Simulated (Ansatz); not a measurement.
## Geometry relaxation, with input and output: WS$_{2}$

WS$_{2}$ (R3m, 3 atoms in the cell), computed with DFT PBE+D3(BJ), scalar-relativistic, plane waves, PAW, PAW set soft_1, no spin polarisation (Ansatz 0.2.0).

The structure derives from an entry of the Crystallography Open Database.

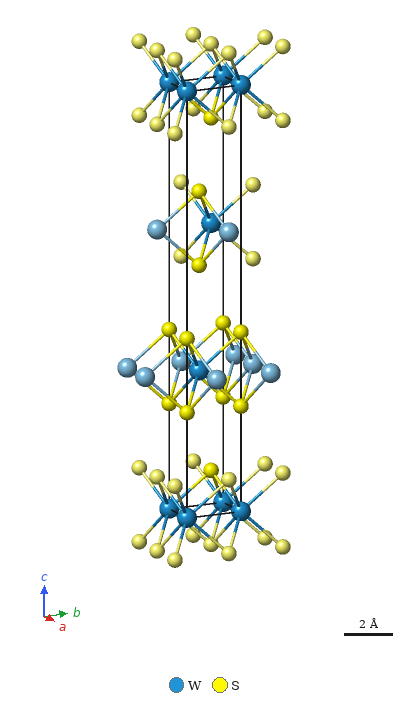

**Figure 1.** The structure as given in the input (ball-and-stick view of the cell 3 times as large as that of the calculation, set on its symmetry axes, seen slightly off an axis; neighbours outside the cell are drawn fainter). An atom can appear more than once, as a periodic image. Near neighbours in the periodic cell (some may lie outside the picture): W has 6 S at 2.41 Å; S has 3 W at 2.41 Å.

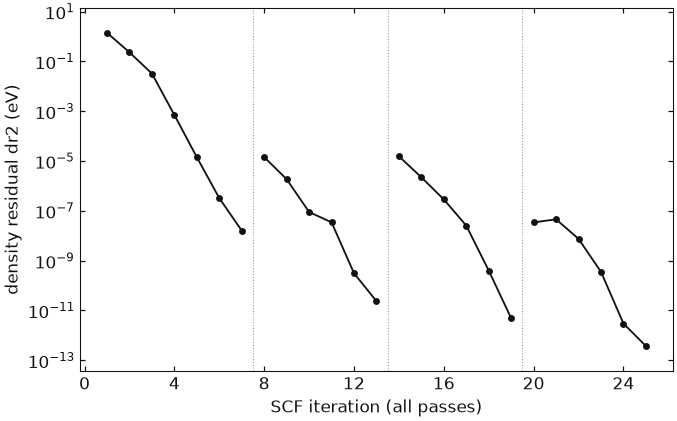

**Figure 2.** Convergence of the self-consistent field: density residual dr2 against the SCF iteration. The dotted lines part the SCF passes of the relaxation: geometry steps, rejected trials and re-solves on a re-selected basis. The passes take 7, 6, 6 and 6 iterations.

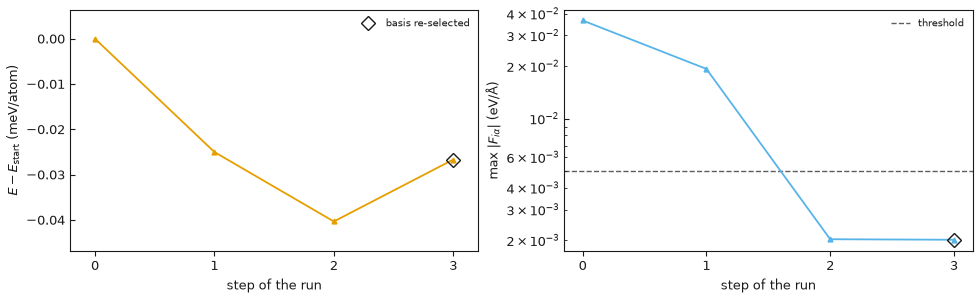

**Figure 3.** Progress of the relaxation, step by step (the first geometry is step 0 here and step 1 in the log). After 2 geometry steps the energy has fallen by next to nothing (0.0 meV per atom). Largest force component: 0.037 eV/Å at the start, 0.002 eV/Å at the end. The pressure goes from −0.19 to 0.03 GPa. No atom moves by more than 0.005 Å relative to the cell. Cell: a = b stay at 3.157 Å, c 18.164 → 18.119 Å (−0.2 %). Volume −0.2 %. The space group stays R3m (No. 160). A last SCF at the same geometry on a re-selected plane-wave basis shifts the energy by +0.0 meV per atom. (Atoms are counted from 1 in the order of the input.)

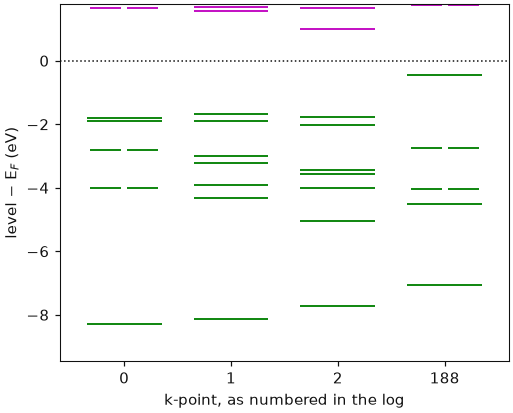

**Figure 4.** Kohn–Sham levels near the Fermi level (dotted) at the few k-points that the log prints; levels within 0.02 eV of each other stand side by side. Among these points the highest filled and lowest empty levels are 1.45 eV apart; the gap on the full mesh, 0.92 eV, has an edge at a point that isn't printed.

The input that produced these results follows, with the program's output.

## Input
```yaml
crystal:
  lattice:
    - [1.5786122883, 0.9114122296, 6.0545791574]
    - [-1.5786122883, 0.9114122296, 6.0545791574]
    - [0.0, -1.8228244592, 6.0545791574]
  atoms:
    - { symbol: W, position: [-0.000638109, -0.000638109, -0.000638109] }
    - { symbol: S, position: [0.7526508554, 0.7526508554, 0.7526508554] }
    - { symbol: S, position: [0.5792872536, 0.5792872536, 0.5792872536] }
basis:
  ecutwfc: 420
kpoints:
  mp_grid: { grid: [12, 12, 12] }
hamiltonian:
  xc: pbe
  pseudopotentials: { kind: paw, azcp: { folder: soft_1 } }
  dispersion: d3bj
scf:
  occupations: { method: gaussian, width: 0.02 }
output:
  forces: true
  stress: true
  eigenvalues: true
relax:
  adjacent_minimum: "off"
  f_tol: 0.005
  max_steps: 80
  cell: { stress_tol: 0.05 }
```

Launch command:
```bash
ansatz run input.yaml --threads 1 --pin off --max-ram 3072MiB --backend cpu --events-out ev --progress --plain --runs-dir out
```

## Log
```
basis.fft_grid_basis auto: the FFT boxes are laid along the combinations [[1, 0, -1], [0, 1, -1], [0, 0, 1]] of the cell's own vectors, 3.157, 3.157 and 6.323 Å long. The dense box has 24×24×45 points. Along the cell's own vectors, as sized, it would have 45×45×45, 3.52 times as many. Of the 6 symmetry operations that the crystal satisfies within crystal.symmetry.tolerance (time reversal apart; of a slab, those that keep its plane) the dense box along the cell's own vectors carries 6, and the one as laid loses 4 of those. basis.fft_grid_basis: typed keeps the cell's own vectors: state it where this run's energies or levels are differenced outside the engine with another run's, or held beside a run that keeps those vectors.
Engine: ansatz 0.2.0, aarch64-unknown-linux-gnu
Pseudopotentials: kind: paw
Pseudopotential: W, paw, valence charge 14, recommended cutoff 420 eV (normal), [file]
Pseudopotential: S, paw, valence charge 6, recommended cutoff 420 eV (normal), [file]
Functional definition: PBE
  parameter kappa = 0.804
  parameter beta = 0.06672455060314922
  exchange = pbe_x(kappa = kappa, mu = beta*pi^2/3)
  correlation = pbe_c(beta = beta)
Crystal: 3 atoms, lattice volume = 52.267 Å³
Basis set: ecut = 420 eV, 999 PW (Γ), FFT grids on a1−a3, a2−a3, a3, exchange–correlation on 48×48×90 points (8 copies of the dense FFT grid, shifted against one another)
Bands: 17, of which v1, the nominal top of the filled ones, is band 13 counted from 1 (12 counted from 0)
Symmetry: 6 space group operations
Space group: R3m (ITA 160), of the structure as read, at distance tolerance 3.7e-5 Å
k-points: 189 of 1728 (time reversal used)
Non-local potential: W, projectors of the file, l = 0: 3, l = 1: 2, l = 2: 2, l = 3: 1
Non-local potential: S, projectors of the file, l = 0: 2, l = 1: 2, l = 2: 1
PAW form: soft (Blöchl's): semilocal exchange-correlation on the pseudo side does not see the compensation charge
PAW one-centre angular grid: W, 590 points (default); XC on 64 Gauss nodes
PAW one-centre angular grid: S, 110 points (default); XC on 64 Gauss nodes
Initial density: superposition of atomic densities (chi_scale 0.1, normalization cell, long waves kept (reshape's long-wave potential 0.03 eV rms))
Initial wavefunctions: pseudopotential atomic-orbital guess
Functional: x = pbe(κ = 0.804, μ = 0.2195149727645171), c = pbe(β = 0.06672455060314922)
SCF iter   1: F=—  HF=-12194.159793 eV  |F-HF|=—  |Δ(HF+E_count)|=         —  Δρ=4.14e-2  dr2=1.41e0  ethr=3.10e-3  ⟨swp⟩=6.4  Hψ=20131  notcnv=0
preconditioner: auto → none  [insulator: Δε(μ)=0.866 eV  Ē_g=8.967 eV  σ=0.020 eV  W_gap=1.00  n_scr=16 (ndim 8)  ℏωp=21.8 eV  f_vac=0.000  D(μ)=0.00/eV (n_scr^D=0)  ε∞_Penn≈6.9]
SCF iter   2: F=—  HF=-12193.794037 eV  |F-HF|=—  |Δ(HF+E_count)|=   3.66e-1  Δρ=1.88e-2  dr2=2.31e-1  ethr=3.10e-3  ⟨swp⟩=3.0  Hψ=7193  notcnv=0
SCF iter   3: F=—  HF=-12193.759018 eV  |F-HF|=—  |Δ(HF+E_count)|=   3.50e-2  Δρ=1.01e-2  dr2=3.24e-2  ethr=8.90e-4  ⟨swp⟩=2.6  Hψ=5055  notcnv=0
SCF iter   4: F=—  HF=-12193.755574 eV  |F-HF|=—  |Δ(HF+E_count)|=   3.44e-3  Δρ=1.03e-3  dr2=7.07e-4  ethr=1.25e-4  ⟨swp⟩=2.7  Hψ=5355  notcnv=0
SCF iter   5: F=—  HF=-12193.755555 eV  |F-HF|=—  |Δ(HF+E_count)|=   1.90e-5  Δρ=1.67e-4  dr2=1.42e-5  ethr=2.72e-6  ⟨swp⟩=2.5  Hψ=5359  notcnv=0
SCF iter   6: F=—  HF=-12193.755563 eV  |F-HF|=—  |Δ(HF+E_count)|=   7.66e-6  Δρ=3.07e-5  dr2=3.24e-7  ethr=5.45e-8  ⟨swp⟩=2.6  Hψ=5673  notcnv=0
SCF iter   7: F=-12193.755563 eV  HF=-12193.755563 eV  |F-HF|=4.94e-9  |Δ(HF+E_count)|=   6.14e-8  Δρ=7.17e-6  dr2=1.60e-8  ethr=3.85e-10  ⟨swp⟩=8.0  Hψ=17070  notcnv=0
SCF 1 converged in 7 iterations: F = -12193.755563 eV  dr2 = 1.60e-8
  greatest PAW one-centre occupation: 0.999 electrons in one spin orbital (limit 2), on the W atom at site 0 (counted from 0), in its partial waves of l = 0
relax step   1: F+E_penalty+E_count = -12193.75556290 eV  Δ(F+E_penalty+E_count) = +0.000e0 eV  max|allowed force component| = 3.656e-2 eV/Å  Δτ_max = 0.0000 Å  P = -0.185 GPa  Ω = 52.267 Å³  (7 SCF iters, dr2 threshold 1.00e-7 eV, accepted)
Crystal: 3 atoms, lattice volume = 52.206 Å³
Initial density: handed on by an earlier stage of this run
Initial wavefunctions: those handed on with the density
iter 1 solved again at ethr=4.96e-8 eV; its pass at ethr=3.10e-3 eV (dr2=1.29e-5 eV) is discarded
SCF iter   1: F=—  HF=-12193.755637 eV  |F-HF|=—  |Δ(HF+E_count)|=         —  Δρ=1.84e-4  dr2=1.43e-5  ethr=4.96e-8  ⟨swp⟩=3.0  Hψ=21998  notcnv=0
preconditioner: auto → none  [insulator: Δε(μ)=0.919 eV  Ē_g=8.853 eV  σ=0.020 eV  W_gap=1.00  n_scr=16 (ndim 8)  ℏωp=21.8 eV  f_vac=0.009  D(μ)=0.00/eV (n_scr^D=0)  ε∞_Penn≈7.1]
SCF iter   2: F=—  HF=-12193.755638 eV  |F-HF|=—  |Δ(HF+E_count)|=   6.96e-7  Δρ=7.59e-5  dr2=1.86e-6  ethr=4.96e-8  ⟨swp⟩=2.5  Hψ=4658  notcnv=0
iter 3 did not close the SCF: its close was put off for the readings that it lacked (scf_convergence_deferred on its scf_iter line)
SCF iter   3: F=-12193.755638 eV  HF=-12193.755638 eV  |F-HF|=8.25e-9  |Δ(HF+E_count)|=   7.23e-8  Δρ=1.75e-5  dr2=8.96e-8  ethr=7.14e-9  ⟨swp⟩=2.5  Hψ=4861  notcnv=0
iter 4 did not close the SCF: its close was put off for the readings that it lacked (scf_convergence_deferred on its scf_iter line)
SCF iter   4: F=-12193.755638 eV  HF=-12193.755638 eV  |F-HF|=2.68e-8  |Δ(HF+E_count)|=   3.03e-8  Δρ=5.31e-6  dr2=3.45e-8  ethr=3.45e-10  ⟨swp⟩=2.8  Hψ=6258  notcnv=0
iter 5 did not close the SCF: its close was put off for the readings that it lacked (scf_convergence_deferred on its scf_iter line)
SCF iter   5: F=-12193.755638 eV  HF=-12193.755638 eV  |F-HF|=8.37e-11  |Δ(HF+E_count)|=   5.22e-9  Δρ=8.96e-7  dr2=3.11e-10  ethr=1.33e-10  ⟨swp⟩=2.0  Hψ=4530  notcnv=0
SCF iter   6: F=-12193.755638 eV  HF=-12193.755638 eV  |F-HF|=1.09e-11  |Δ(HF+E_count)|=  1.56e-10  Δρ=1.84e-7  dr2=2.35e-11  ethr=1.19e-12  ⟨swp⟩=1.0  Hψ=9586  notcnv=0
SCF 2 converged in 6 iterations: F = -12193.755638 eV  dr2 = 2.35e-11
relax step   2: F+E_penalty+E_count = -12193.75563760 eV  Δ(F+E_penalty+E_count) = -7.470e-5 eV  max|allowed force component| = 1.927e-2 eV/Å  Δτ_max = 0.0005 Å  P = +0.008 GPa  Ω = 52.206 Å³  energy of the carried Pulay correction = +1.880e-5 eV  (6 SCF iters, dr2 threshold 3.00e-7 eV, accepted)
Crystal: 3 atoms, lattice volume = 52.136 Å³
iter 1 solved again at ethr=5.21e-8 eV; its pass at ethr=3.10e-3 eV (dr2=1.35e-5 eV) is discarded
SCF iter   1: F=—  HF=-12193.755684 eV  |F-HF|=—  |Δ(HF+E_count)|=         —  Δρ=1.45e-4  dr2=1.55e-5  ethr=5.21e-8  ⟨swp⟩=3.5  Hψ=22055  notcnv=0
preconditioner: auto → none  [insulator: Δε(μ)=0.915 eV  Ē_g=8.854 eV  σ=0.020 eV  W_gap=1.00  n_scr=16 (ndim 8)  ℏωp=21.8 eV  f_vac=0.009  D(μ)=0.00/eV (n_scr^D=0)  ε∞_Penn≈7.1]
SCF iter   2: F=—  HF=-12193.755684 eV  |F-HF|=—  |Δ(HF+E_count)|=   7.76e-7  Δρ=6.60e-5  dr2=2.22e-6  ethr=5.21e-8  ⟨swp⟩=2.0  Hψ=4536  notcnv=0
SCF iter   3: F=—  HF=-12193.755684 eV  |F-HF|=—  |Δ(HF+E_count)|=   2.83e-7  Δρ=3.35e-5  dr2=2.87e-7  ethr=8.54e-9  ⟨swp⟩=2.0  Hψ=4518  notcnv=0
iter 4 did not close the SCF: its close was put off for the readings that it lacked (scf_convergence_deferred on its scf_iter line)
SCF iter   4: F=-12193.755684 eV  HF=-12193.755684 eV  |F-HF|=4.91e-9  |Δ(HF+E_count)|=   1.99e-8  Δρ=8.56e-6  dr2=2.55e-8  ethr=1.10e-9  ⟨swp⟩=2.5  Hψ=4744  notcnv=0
iter 5 did not close the SCF: its close was put off for the readings that it lacked (scf_convergence_deferred on its scf_iter line)
SCF iter   5: F=-12193.755684 eV  HF=-12193.755684 eV  |F-HF|=7.46e-11  |Δ(HF+E_count)|=   2.92e-9  Δρ=8.96e-7  dr2=4.00e-10  ethr=9.81e-11  ⟨swp⟩=2.3  Hψ=4581  notcnv=0
SCF iter   6: F=-12193.755684 eV  HF=-12193.755684 eV  |F-HF|=3.64e-12  |Δ(HF+E_count)|=  1.26e-10  Δρ=1.28e-7  dr2=4.86e-12  ethr=1.54e-12  ⟨swp⟩=1.8  Hψ=10697  notcnv=0
SCF 3 converged in 6 iterations: F = -12193.755684 eV  dr2 = 4.86e-12
relax step   3: F+E_penalty+E_count = -12193.75568409 eV  Δ(F+E_penalty+E_count) = -4.649e-5 eV  max|allowed force component| = 2.028e-3 eV/Å  Δτ_max = 0.0020 Å  P = +0.030 GPa  Ω = 52.136 Å³  energy of the carried Pulay correction = +4.050e-5 eV  (6 SCF iters, dr2 threshold 4.97e-8 eV, accepted)
Initial wavefunctions: pseudopotential atomic-orbital guess (no wavefunctions were taken with the density)
iter 1 solved again at ethr=1.59e-6 eV; its pass at ethr=3.10e-3 eV (dr2=4.13e-4 eV) is discarded
SCF iter   1: F=—  HF=-12193.755637 eV  |F-HF|=—  |Δ(HF+E_count)|=         —  Δρ=8.81e-6  dr2=3.43e-8  ethr=1.59e-6  ⟨swp⟩=3.0  Hψ=28592  notcnv=0
eigensolver tolerance schedule: the retry pair's looser diagonalisation over-reported the residual by 12036.15 of it (diagonalisation noise at an unbounded share of the residual, at the tolerance the schedule requests for it); recorded, not acted on — ethr = c·dr2/N_el stays at c = 1.0e-1
SCF iter   2: F=—  HF=-12193.755643 eV  |F-HF|=—  |Δ(HF+E_count)|=   5.94e-6  Δρ=6.64e-6  dr2=4.57e-8  ethr=1.32e-10  ⟨swp⟩=4.0  Hψ=8456  notcnv=0
SCF iter   3: F=—  HF=-12193.755643 eV  |F-HF|=—  |Δ(HF+E_count)|=   1.06e-8  Δρ=3.62e-6  dr2=7.51e-9  ethr=1.32e-10  ⟨swp⟩=2.1  Hψ=4147  notcnv=0
SCF iter   4: F=—  HF=-12193.755643 eV  |F-HF|=—  |Δ(HF+E_count)|=   1.34e-9  Δρ=9.75e-7  dr2=3.54e-10  ethr=2.89e-11  ⟨swp⟩=2.0  Hψ=4512  notcnv=0
iter 5 did not close the SCF: its close was put off for the readings that it lacked (scf_convergence_deferred on its scf_iter line)
SCF iter   5: F=-12193.755643 eV  HF=-12193.755643 eV  |F-HF|=1.09e-11  |Δ(HF+E_count)|=  3.82e-11  Δρ=7.68e-8  dr2=2.99e-12  ethr=1.36e-12  ⟨swp⟩=2.2  Hψ=4860  notcnv=0
SCF iter   6: F=-12193.755643 eV  HF=-12193.755643 eV  |F-HF|=7.28e-12  |Δ(HF+E_count)|=  1.82e-12  Δρ=2.44e-8  dr2=3.72e-13  ethr=1.00e-12  ⟨swp⟩=5.8  Hψ=16011  notcnv=0
SCF 4 converged in 6 iterations: F = -12193.755643 eV  dr2 = 3.72e-13
relax step   4: F+E_penalty+E_count = -12193.75564308 eV  Δ(F+E_penalty+E_count) = +4.101e-5 eV  max|allowed force component| = 2.014e-3 eV/Å  Δτ_max = 0.0000 Å  P = +0.030 GPa  Ω = 52.136 Å³  stress off target by 3.76e-2 GPa  SCF on the basis re-selected at this cell (its energy is not comparable with the rows above)  (6 SCF iters)
basis re-selected at this cell: Δ(F+E_penalty+E_count) = +4.101e-5 eV, ΔP = -0.000 GPa vs the last step (what re-selecting the basis moved, of the pressure what is left beyond the Pulay correction that the steps carried, after the strain that the cell walked since its last selection, with what the two solves' SCF thresholds leave and, on support functions, any second-order correction that the steps lacked; it is no measure of the basis error at this ecutwfc). This SCF's stress stands 3.76e-2 GPa from its target on what of the cell is left free (relax.cell.stress_tol is 5.00e-2 GPa) and its largest allowed force component is 2.01e-3 eV/Å (relax.f_tol is 5.00e-3 eV/Å): within both
SCF converged after 6 iterations
Free energy (F): -12193.755643 eV
Harris-Foulkes:  -12193.755643 eV  (|F-HF|=7.28e-12)
Internal energy: -12193.755643 eV  (E = F + TS)
E sigma→0 (E₀):  -12193.755643 eV
Fermi energy:    12.583808 eV
--- Per-component energies (eV) ---
  E_band       = -178.684862
  E_kinetic    = 635.222381
  E_local      = -1615.066996  (includes V_loc(G=0)·N_el)
  E_nonlocal   = 43.922127
  E_hartree    = 668.297456
  E_xc         = -446.383170
  E_vxc        = -398.045447  (∫ρ·V_xc dr)
  E_paw        = -9794.743985  (= ΣΔE_a)
  E_vpaw       = -181.311980  (= ΣTr[D̂ρ^β])
  E_aug_tail   = 0.000154  (compensation charges beyond the density's cutoff)
  E_ewald      = -1683.692981
  E_disp       = -1.310629  (pairwise vdW)
  E_smearing   = -0.000000  (= −TS)
  E_closure    = 0.000000  (closes the sum)
  Σ components = -12193.755643   (vs F -12193.755643, Δ=0.00e0)
--- Forces (eV/Å), atoms counted from 1 ---
  atom   1  W      0.00000000    -0.00000000     0.00138952
  atom   2  S      0.00000000     0.00000000    -0.00201375
  atom   3  S     -0.00000000    -0.00000000     0.00062420
  max |Σ_I F_I| component: 4.22e-8 eV/Å
--- Stress (GPa, compression-positive) ---
        0.037591       0.000000       0.000000
        0.000000       0.037591      -0.000000
        0.000000      -0.000000       0.014345
  P = ⅓ Tr σ = 0.0298 GPa (0.298 kbar)
--- Band table (eV; the first three rows and the last of 189) ---
  k-point 0: bands = ["-62.5416", "-26.8144", "-26.6323", "-26.6323", "-3.6456", "-1.5814", "4.2911", "8.5648", "8.5648", "9.7766", "9.7766", "10.6987", "10.7766", "14.2449", "14.2449", "14.5560", "14.5560"]
  k-point 1: bands = ["-62.5404", "-26.8099", "-26.6573", "-26.6381", "-3.5257", "-1.5489", "4.4403", "8.2608", "8.6826", "9.3511", "9.5870", "10.6772", "10.9221", "14.1497", "14.2658", "14.4064", "14.5099"]
  k-point 2: bands = ["-62.5369", "-26.7975", "-26.7250", "-26.6539", "-3.1830", "-1.4555", "4.8470", "7.5525", "8.5652", "9.0070", "9.1488", "10.5489", "10.8177", "13.5722", "14.2428", "14.4676", "14.9343"]
  k-point 188: bands = ["-62.5416", "-26.8145", "-26.6323", "-26.6323", "-3.3475", "-2.1371", "5.5335", "8.0704", "8.5409", "8.5409", "9.8258", "9.8258", "12.1265", "14.3274", "14.3274", "14.4123", "14.4123"]
--- Relaxed structure (3 steps of the walk, 3 accepted, 1 SCFs on fresh bases) ---
  F+E_penalty+E_count = -12193.75564308 eV   max|allowed force component| = 2.014e-3 eV/Å   (the final SCF, on the basis selected at the relaxed cell)
  cell:  # Å, volume = 52.1364 Å³
    - [1.5785988856707258, 0.9114044915844373, 6.039576657483556]
    - [-1.5785988856707258, 0.9114044915844373, 6.039576657483556]
    - [3.133423859219589e-33, -1.8228089831688732, 6.039576657483556]
  atoms:
    - { symbol: W, position: [-0.0006559573915167033, -0.0006559573915167033, -0.0006559573915167032] }
    - { symbol: S, position: [0.7527816322571238, 0.7527816322571238, 0.7527816322571238] }
    - { symbol: S, position: [0.5791743251343932, 0.5791743251343932, 0.5791743251343932] }
```

## Trajectory as extended XYZ (Å, eV, eV/Å), 4 frames, from step=1 to step=4
```
3
Lattice="1.5786 0.9114 6.0546 -1.5786 0.9114 6.0546 0.0000 -1.8228 6.0546" Properties=species:S:1:pos:R:3:forces:R:3 step=1 energy=-12193.75556 pressure_GPa=-0.19
W     0.0000    0.0000   -0.0116    0.0000   0.0000  -0.0149
S     0.0000    0.0000   13.6710    0.0000   0.0000  -0.0216
S     0.0000    0.0000   10.5220    0.0000   0.0000   0.0366
3
Lattice="1.5794 0.9119 6.0418 -1.5794 0.9119 6.0418 0.0000 -1.8237 6.0418" Properties=species:S:1:pos:R:3:forces:R:3 step=2 energy=-12193.75564 pressure_GPa=0.01
W     0.0000    0.0000   -0.0120    0.0000   0.0000   0.0043
S     0.0000    0.0000   13.6425    0.0000   0.0000   0.0150
S     0.0000    0.0000   10.4996    0.0000   0.0000  -0.0193
3
Lattice="1.5786 0.9114 6.0396 -1.5786 0.9114 6.0396 0.0000 -1.8228 6.0396" Properties=species:S:1:pos:R:3:forces:R:3 step=3 energy=-12193.75568 pressure_GPa=0.03
W     0.0000    0.0000   -0.0119    0.0000   0.0000   0.0014
S     0.0000    0.0000   13.6394    0.0000   0.0000  -0.0020
S     0.0000    0.0000   10.4939    0.0000   0.0000   0.0006
3
Lattice="1.5786 0.9114 6.0396 -1.5786 0.9114 6.0396 0.0000 -1.8228 6.0396" Properties=species:S:1:pos:R:3:forces:R:3 step=4 energy=-12193.75564 pressure_GPa=0.03
W     0.0000    0.0000   -0.0119    0.0000   0.0000   0.0014
S     0.0000    0.0000   13.6394    0.0000   0.0000  -0.0020
S     0.0000    0.0000   10.4939    0.0000   0.0000   0.0006
```

## Summary

```csv
quantity,value
outcome,converged
space group (tolerance 0.01 Å),R3m (160)
electrons treated,26
free energy,−12193.7556 eV
Fermi energy,12.584 eV
gap on the k-point mesh,0.92 eV
pressure,0.03 GPa
final volume,52.14 Å³
largest force (length of the vector) at the end,0.002 eV/Å
final cell,"a = 6.309 Å, b = 6.309 Å, c = 6.309 Å, α = 28.98°, β = 28.98°, γ = 28.98°"
hardware,"1 thread of Arm Neoverse N1, 24 GiB of memory available, shared host"
wall time,2.1 min
peak memory,0.47 GiB
```

## Notes

Spin–orbit coupling is left out, which matters for W.
